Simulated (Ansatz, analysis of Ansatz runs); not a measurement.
# Reproducing a measured charge-transition level: As-vacancy pair (E centre) in Si, part 2 of 3

Subject: As-vacancy pair (E centre) in Si. Wanted: its charge-transition level, in one set-up (PBE, 64-site cell, PBE lattice, 300 eV, k: the single point 1/4 1/4 1/4 then 2x2x2 shifted 0.5 0.5 0.5). The model is a cell of 64 host atoms with 1 site emptied and As put on another atom's site. The level is the Fermi energy at which two charge states have equal formation energy, after a correction for the images of the charge. This set-up takes another basis size than the usual one.

Ansatz 0.2.0; PBE, 64-site cell, PBE lattice, 300 eV, k: the single point 1/4 1/4 1/4 then 2x2x2 shifted 0.5 0.5 0.5.

So far: Set-up; Relaxation, charge 0.

### Step 2. Relaxation, charge 0 (continued)

Level of this step: plane-wave PAW DFT, PBE; relaxation of all atoms of a defect supercell (Ansatz).

Relaxation path:

| step | energy less that of the first step (eV) | largest force component (eV/Å) |
| --- | --- | --- |
| 1 | 0.0000 | 2.9380 |
| 2 | -5.9428 | 0.9492 |
| 3 | -6.6869 | 0.1553 |
| 4 | -6.7054 | 0.0967 |
| 5 | -6.7219 | 0.0272 |
| 6 | -6.7231 | 0.0118 |
| 7 | -6.7232 | 0.0043 |
| 8 | -6.7232 | 0.0044 |
| 9 | -6.7233 | 0.0052 |
| 10 | -6.7235 | 0.0210 |
| 11 | -6.7238 | 0.0274 |
| 12 | -6.6110 | 0.4278 |
| 13 | -6.7196 | 0.0890 |
| 14 | -6.7258 | 0.0244 |
| 15 | -6.7265 | 0.0179 |
| 16 | -6.7265 | 0.0179 |
| 17 | -6.7268 | 0.0072 |

Relaxation steps 12, 13 were tried and not accepted.

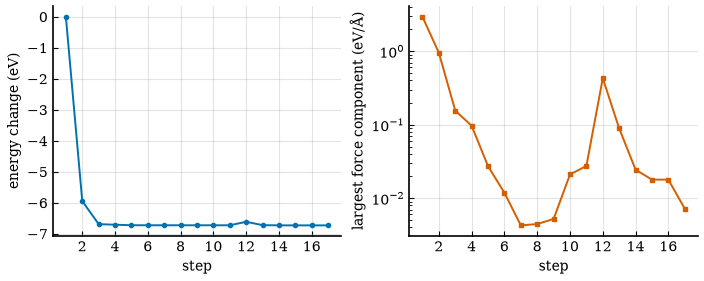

Energy and largest force along the relaxation.

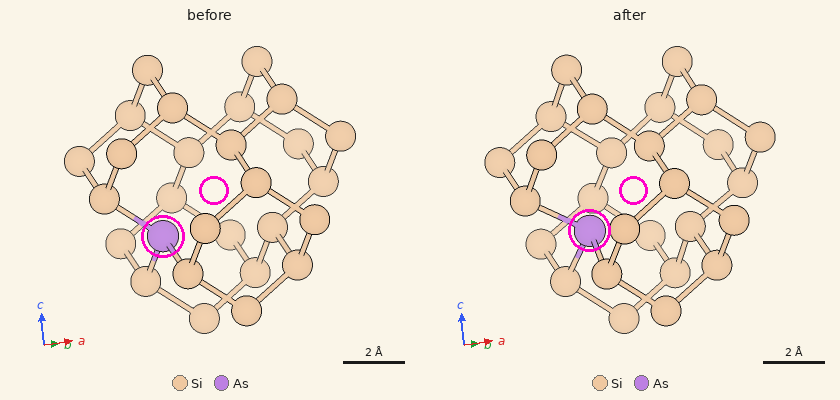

Before and after: the atoms that start within 5 Å of the centre. As4, which moves most, is ringed if it is among them. A ring with no atom in it marks the empty centre.

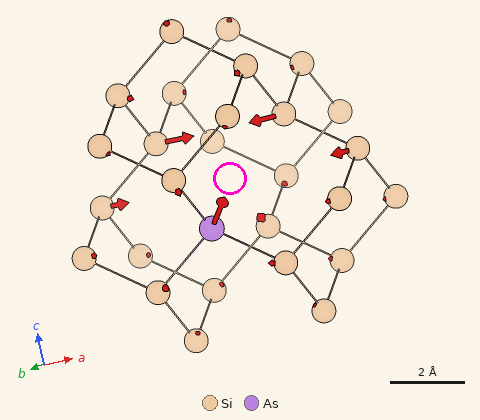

Displacements in the relaxation from the typed sites near the centre, exaggerated, the mean shift taken out; the longest in the cell stands for 0.31 Å. A ring marks the centre wherever it is empty.

The atoms that moved most (Å, from the sites as typed, ahead of the random displacement, the mean shift of all atoms taken out):

| atom | dx | dy | dz | length |
| --- | --- | --- | --- | --- |
| As4 | 0.185 | 0.183 | 0.170 | 0.311 |
| Si26 | 0.156 | -0.128 | -0.004 | 0.202 |
| Si41 | -0.130 | 0.154 | -0.002 | 0.202 |
| Si36 | -0.097 | 0.093 | -0.003 | 0.134 |
| Si20 | 0.093 | -0.096 | -0.003 | 0.134 |
| Si48 | -0.049 | -0.045 | 0.050 | 0.083 |
| Si5 | 0.018 | 0.017 | -0.051 | 0.056 |
| Si6 | 0.016 | -0.048 | 0.008 | 0.051 |

The atoms nearest to the centre after the run:

| atom | distance (Å) |
| --- | --- |
| As4 | 2.053 |
| Si26 | 2.199 |
| Si41 | 2.215 |
| Si48 | 2.291 |
| Si20 | 3.725 |
| Si36 | 3.744 |
| Si13 | 3.824 |
| Si14 | 3.835 |
| Si5 | 3.839 |
| Si6 | 3.844 |
| Si22 | 3.846 |
| Si52 | 3.850 |
| Si7 | 3.853 |
| Si37 | 3.853 |
| Si30 | 3.856 |
| Si45 | 3.865 |

Read from the output:

```yaml
free_energy: -44272.6557 eV
total_moment: 1 μB
integral_of_the_absolute_spin_density: 1.149 μB
spin_contamination: 0.004651
```

The relaxation ends 107 meV an atom lower than the displaced start, with a largest force component of 0.0072 eV/Å.

### Step 3. Relaxation, charge −1

The input displaces the atoms at random before the relaxation, so that it can leave a symmetric saddle if there is one.

File relax1/input.yaml:

```yaml
relax:
  f_tol: 0.02
  max_steps: 80
  random_displacement: { amplitude: 0.12, seed: 110 }
crystal:
  lattice:
    - [10.94333757, 0.0, 0.0]
    - [0.0, 10.94333757, 0.0]
    - [0.0, 0.0, 10.94333757]
  atoms:
    - { symbol: Si, position: [0.0, 0.0, 0.25] }
    - { symbol: Si, position: [0.0, 0.25, 0.0] }
[... 1 atom line left out ...]
    - { symbol: As, position: [0.25, 0.25, 0.25] }
    - { symbol: Si, position: [0.125, 0.125, 0.375] }
    - { symbol: Si, position: [0.125, 0.375, 0.125] }
    - { symbol: Si, position: [0.375, 0.125, 0.125] }
[... 5 atom lines left out ...]
    - { symbol: Si, position: [0.125, 0.375, 0.625] }
    - { symbol: Si, position: [0.375, 0.125, 0.625] }
[... 5 atom lines left out ...]
    - { symbol: Si, position: [0.125, 0.625, 0.375] }
[... 1 atom line left out ...]
    - { symbol: Si, position: [0.375, 0.625, 0.125] }
[... 3 atom lines left out ...]
    - { symbol: Si, position: [0.25, 0.5, 0.5] }
[... 9 atom lines left out ...]
    - { symbol: Si, position: [0.625, 0.125, 0.375] }
[... 4 atom lines left out ...]
    - { symbol: Si, position: [0.5, 0.25, 0.5] }
[... 6 atom lines left out ...]
    - { symbol: Si, position: [0.5, 0.5, 0.25] }
[... 14 atom lines left out ...]
    - { symbol: Si, position: [0.875, 0.875, 0.875] }
  host:
    repeats: [2, 2, 2]
    atoms:
      - { symbol: Si, position: [0.0, 0.0, 0.5] }
      - { symbol: Si, position: [0.0, 0.5, 0.0] }
      # ... 6 more atoms of the perfect host
total_charge: -1
basis:
  ecutwfc: 300
  xc_grid: 2
hamiltonian:
  xc: pbe
kpoints:
  mp_grid: { grid: [1, 1, 1], shift: [0.25, 0.25, 0.25] }
scf:
  occupations: { method: fermi_dirac, width: 0.01 }
  max_iter: 120
output:
  forces: true
  charged_corrections:
    epsilon: 12.99
    static_epsilon: 12.99
    defect_position: [0.3125, 0.3125, 0.3125]
checkpoint:
  write: "../relax1.run"
  compress: false
  write_wavefunctions: true
  write_every: 100000
```

On the command line:

```bash
ansatz run input.yaml --threads 2 --pin off --max-ram 4710MiB --backend cpu --events-out ev --progress --plain --runs-dir out
```

Numbers of over 12 decimals in the logs are rounded to 6 here.

The log of the run:

```text
[...]
Crystal: 63 atoms, lattice volume = 1310.537 Å³
Basis set: ecut = 300 eV, 15515 PW (Γ), exchange–correlation on 128×128×128 points (8 copies of the dense FFT grid, shifted against one another)
Bands: 195, of which v1, the nominal top of the filled ones, is band 132 counted from 1 (131 counted from 0)
Symmetry: 1 space group operations
k-points: 1
[...]
SCF iter   1: F=—  HF=-44259.355827 eV  |F-HF|=—  |Δ(HF+E_count)|=         —  Δρ=3.80e-3  dr2=3.79e-1  ethr=1.77e-3  ⟨swp⟩=6.0  Hψ=894  notcnv=0  defer=37
[...]
SCF iter   8: F=-44259.312060 eV  HF=-44259.312063 eV  |F-HF|=2.75e-6  |Δ(HF+E_count)|=   5.59e-6  Δρ=8.74e-6  dr2=4.42e-6  ethr=3.79e-9  ⟨swp⟩=4.0  Hψ=465  notcnv=0
SCF 1 converged in 8 iterations: F = -44259.312060 eV  dr2 = 4.42e-6
[...]
--- Relaxed structure (26 steps of the walk, 23 accepted, 0 SCFs on fresh bases) ---
  F+E_penalty+E_count = -44266.23113188 eV   max|allowed force component| = 7.340e-3 eV/Å
  atoms:
    - { symbol: Si, position: [-0.000456, 0.001822, 0.249236] }
    - { symbol: Si, position: [0.000911, 0.249534, 2.540340829304082e-5] }
    [... 1 atom left out ...]
    - { symbol: As, position: [0.270168, 0.266167, 0.269255] }
    - { symbol: Si, position: [0.128964, 0.125755, 0.371910] }
    - { symbol: Si, position: [0.127398, 0.370305, 0.126441] }
    - { symbol: Si, position: [0.372809, 0.125778, 0.127985] }
    [... 5 atoms left out ...]
    - { symbol: Si, position: [0.141988, 0.376530, 0.609595] }
    [... 2 atoms left out ...]
    - { symbol: Si, position: [0.002266, 0.498557, 0.249035] }
    [... 5 atoms left out ...]
    - { symbol: Si, position: [0.372789, 0.624506, 0.129566] }
    [... 3 atoms left out ...]
    - { symbol: Si, position: [0.277656, 0.500343, 0.472850] }
    [... 14 atoms left out ...]
    - { symbol: Si, position: [0.486176, 0.256446, 0.485461] }
    [... 6 atoms left out ...]
    - { symbol: Si, position: [0.473488, 0.500510, 0.276479] }
    [... 15 atoms left out ...]
[key lines of the parts left out:]
SCF converged after 6 iterations
Free energy (F): -44266.231132 eV
Fermi energy:    6.409125 eV
```

Elapsed: 3.7 min, on 2 threads of Arm Neoverse V2, shared host; peak memory 1.1 GiB.

Step by step (22 of 26):

| step | energy less that of the first step (eV) | largest force component (eV/Å) |
| --- | --- | --- |
| 1 | 0.0000 | 2.8818 |
| 2 | -5.9387 | 0.9483 |
| 3 | -6.7787 | 0.2569 |
| 5 | -6.8705 | 0.0471 |
| 6 | -6.8726 | 0.0182 |
| 7 | -6.8730 | 0.0229 |
| 8 | -6.7902 | 0.3740 |
| 9 | -6.8746 | 0.0360 |
| 11 | -6.7763 | 0.3989 |
| 12 | -6.8805 | 0.0419 |
| 13 | -6.8843 | 0.0832 |
| 14 | -6.8875 | 0.0422 |
| 15 | -6.8900 | 0.0230 |
| 16 | -6.8911 | 0.0406 |
| 18 | -6.8948 | 0.0526 |
| 19 | -6.8976 | 0.0609 |
| 20 | -6.9012 | 0.0688 |
| 21 | -6.9052 | 0.0734 |
| 22 | -6.8676 | 0.3174 |
| 24 | -6.9150 | 0.0494 |
| 25 | -6.9186 | 0.0271 |
| 26 | -6.9191 | 0.0073 |

Relaxation steps 8, 11, 22 were tried and not accepted.

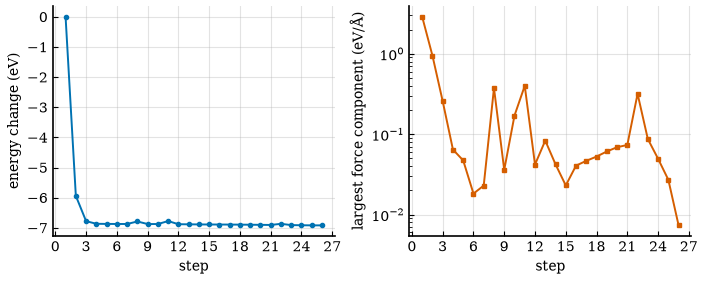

Energy and largest force along the relaxation.

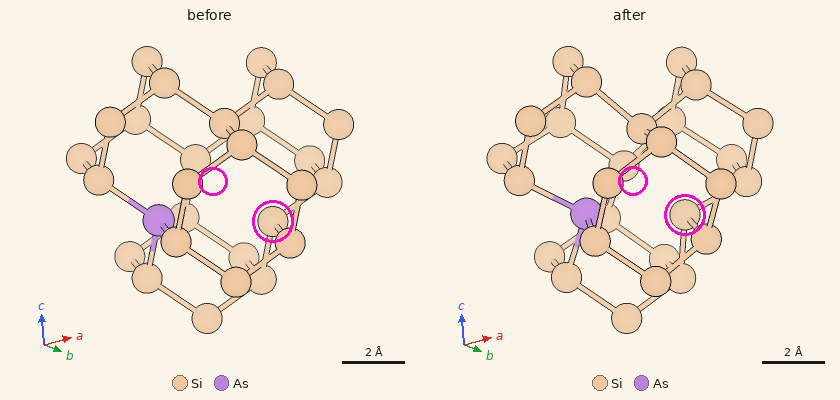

Before and after: the atoms that start within 5 Å of the centre. Si48, which moves most, is ringed if it is among them. A ring with no atom in it marks the empty centre.

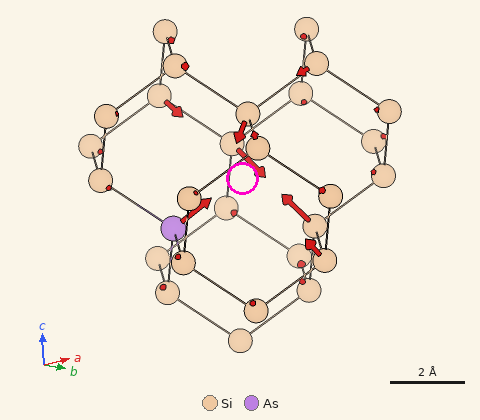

Displacements in the relaxation from the typed sites near the centre, exaggerated, the mean shift taken out; the longest in the cell stands for 0.42 Å. A ring marks the centre wherever it is empty.

The atoms that moved most (Å, from the sites as typed, ahead of the random displacement, the mean shift of all atoms taken out):

| atom | dx | dy | dz | length |
| --- | --- | --- | --- | --- |
| Si48 | -0.301 | 0.008 | 0.289 | 0.417 |
| Si26 | 0.292 | 0.007 | -0.298 | 0.417 |
| As4 | 0.210 | 0.180 | 0.210 | 0.347 |
| Si37 | -0.170 | 0.021 | 0.175 | 0.244 |
| Si13 | 0.175 | 0.019 | -0.170 | 0.244 |
| Si41 | -0.162 | 0.073 | -0.160 | 0.239 |
| Si45 | -0.068 | -0.096 | -0.068 | 0.135 |
| Si24 | 0.063 | -0.028 | -0.065 | 0.095 |

The atoms nearest to the centre after the run:

| atom | distance (Å) |
| --- | --- |
| As4 | 2.018 |
| Si26 | 2.040 |
| Si48 | 2.052 |
| Si41 | 2.150 |
| Si13 | 3.618 |
| Si37 | 3.633 |
| Si45 | 3.783 |
| Si20 | 3.819 |
| Si22 | 3.830 |
| Si5 | 3.833 |
| Si30 | 3.833 |
| Si52 | 3.839 |
| Si6 | 3.840 |
| Si7 | 3.840 |
| Si14 | 3.864 |
| Si36 | 3.868 |

Read from the output:

- free energy: -44266.2311 eV

The relaxation ends 110 meV an atom lower than the displaced start, with a largest force component of 0.0073 eV/Å.

### Step 4. Single point, charge 0

The relaxed structure is kept, and the final numbers are taken at the final level and k-points.

This step: plane-wave PAW DFT, PBE; single point of a defect supercell.

File point0/input.yaml:

```yaml
crystal:
  lattice:
    - [10.94333757, 0.0, 0.0]
    - [0.0, 10.94333757, 0.0]
    - [0.0, 0.0, 10.94333757]
  atoms:
    - { symbol: Si, position: [0.001026674, -7.9728e-05, 0.249223422] }
    - { symbol: Si, position: [5.1403e-05, 0.248223774, 0.000775448] }
[... 1 atom line left out ...]
    - { symbol: As, position: [0.267882545, 0.266514955, 0.265628795] }
    - { symbol: Si, position: [0.127611423, 0.126282722, 0.370463985] }
    - { symbol: Si, position: [0.127481821, 0.370371561, 0.125853022] }
[... 6 atom lines left out ...]
    - { symbol: Si, position: [0.129217703, 0.372662947, 0.623347629] }
    - { symbol: Si, position: [0.373803476, 0.127801406, 0.623457127] }
[... 5 atom lines left out ...]
    - { symbol: Si, position: [0.134530237, 0.615968302, 0.374772454] }
[... 1 atom line left out ...]
    - { symbol: Si, position: [0.377146273, 0.622916294, 0.125853587] }
[... 3 atom lines left out ...]
    - { symbol: Si, position: [0.265266549, 0.488082211, 0.49975216] }
[... 9 atom lines left out ...]
    - { symbol: Si, position: [0.617144991, 0.133264184, 0.374821537] }
[... 4 atom lines left out ...]
    - { symbol: Si, position: [0.489113312, 0.263815546, 0.499876277] }
[... 6 atom lines left out ...]
    - { symbol: Si, position: [0.496541997, 0.49563876, 0.254648315] }
[... 3 atom lines left out ...]
    - { symbol: Si, position: [0.624411539, 0.623134494, 0.372954566] }
[... 10 atom lines left out ...]
    - { symbol: Si, position: [0.875650878, 0.874302223, 0.874754166] }
  host:
    repeats: [2, 2, 2]
    atoms:
      - { symbol: Si, position: [0.0, 0.0, 0.5] }
      - { symbol: Si, position: [0.0, 0.5, 0.0] }
      # ... 6 more atoms of the perfect host
basis:
  ecutwfc: 300
  xc_grid: 2
hamiltonian:
  xc: pbe
kpoints:
  mp_grid: { grid: [2, 2, 2], shift: [0.5, 0.5, 0.5] }
magnetization:
  spin_polarized: true
  initial_magnetization: 1
  spin_locking: { lock_magnetization: hard }
scf:
  occupations: { method: fermi_dirac, width: 0.01 }
  max_iter: 120
output:
  forces: true
  charged_corrections:
    epsilon: 12.99
    static_epsilon: 12.99
    defect_position: [0.3125, 0.3125, 0.3125]
  eigenvalues: true
checkpoint:
  read: "../relax0.run"
  write: "../point0.run"
  compress: false
  write_wavefunctions: true
  write_every: 100000
```

The log of the run:

```text
[...]
Crystal: 63 atoms, lattice volume = 1310.537 Å³
Basis set: ecut = 300 eV, 15515 PW (Γ), exchange–correlation on 128×128×128 points (8 copies of the dense FFT grid, shifted against one another)
Bands: 195, of which v1, the nominal top of the filled ones, is band 132 counted from 1 (131 counted from 0)
Symmetry: 1 space group operations
[...]
k-points: 4 of 8 (time reversal used)
[...]
Stability of the state it starts from, as read at its close in the collinear treatment: not read negative (Ritz values of 1 − χ₀K, real part plus size of imaginary part, from 0.31 to 0.40, by its mixing steps under no symmetry); [...]
Starting moments: Σ|m| = 1 μB on 63 of 63 sites; this step starts from the density that it was given
[...]
iter 1 solved again at ethr=6.50e-5 eV; its pass at ethr=3.10e-3 eV (dr2=1.71e-1 eV) is discarded
[...]
--- Forces (eV/Å), atoms counted from 1 ---
  atom   1  Si    -0.00347900    -0.00697512    -0.08944681
  atom   2  Si     0.00973423    -0.04301498     0.00364325
  [... 1 atom left out ...]
  atom   4  As    -0.16296075    -0.15451244    -0.11852259
  atom   5  Si     0.00853758     0.00993139     0.04244323
  atom   6  Si    -0.01880839     0.02641112    -0.01008060
  atom   7  Si     0.03103096    -0.02115572    -0.01504232
  [... 8 atoms left out ...]
  atom  16  Si     0.03037510     0.01623716     0.02581437
  [... 3 atoms left out ...]
  atom  20  Si    -0.04172706     0.03672247     0.17431595
  [... 5 atoms left out ...]
  atom  26  Si     0.04714194     0.06259600    -0.12276852
  [... 9 atoms left out ...]
  atom  36  Si     0.03414972    -0.04007743     0.17346872
  [... 4 atoms left out ...]
  atom  41  Si     0.07084316     0.05029023    -0.12486307
  [... 6 atoms left out ...]
  atom  48  Si     0.07220444     0.06388249     0.04704269
  [... 15 atoms left out ...]
  max |Σ_I F_I| component: 2.38e-5 eV/Å
--- Band table (eV; the first three rows and the last of 8) ---
[...]
[... further k-points left out ...]
[key lines of the parts left out:]
SCF converged after 11 iterations
Magnetization: 1.0000 μB (132.0000 up, 131.0000 down)
Free energy (F): -44272.303913 eV
Fermi energy:    6.133369 (↑ 6.250510, ↓ 5.939035) eV
```

Wall time 2.4 min (2 threads); peak memory 2.3 GiB; 4.8 min of CPU time.

Numbers from this step:

| Quantity | Value |
| --- | --- |
| free energy | -44272.3039 eV |
| smearing term TS | 9.38e-4 eV |
| total moment | 1 μB |
| integral of the absolute spin density | 1.080 μB |
| spin contamination | 0.008174 |

[end of part 2 of 3]

[Logs are printed without paths, hosts, clocks, repeated set-up lines and the standing remarks that a program may print on its own settings, such as how far it seeks lower states.]

[Hosts, paths, dates, database ids (printed as entryN), source tags and the programs' standing remarks are cut or masked in the printed files.]

[For some hosts the program warned that the k-mesh of the response run may be too coarse for force constants and the static dielectric constant; such warnings are not shown here.]
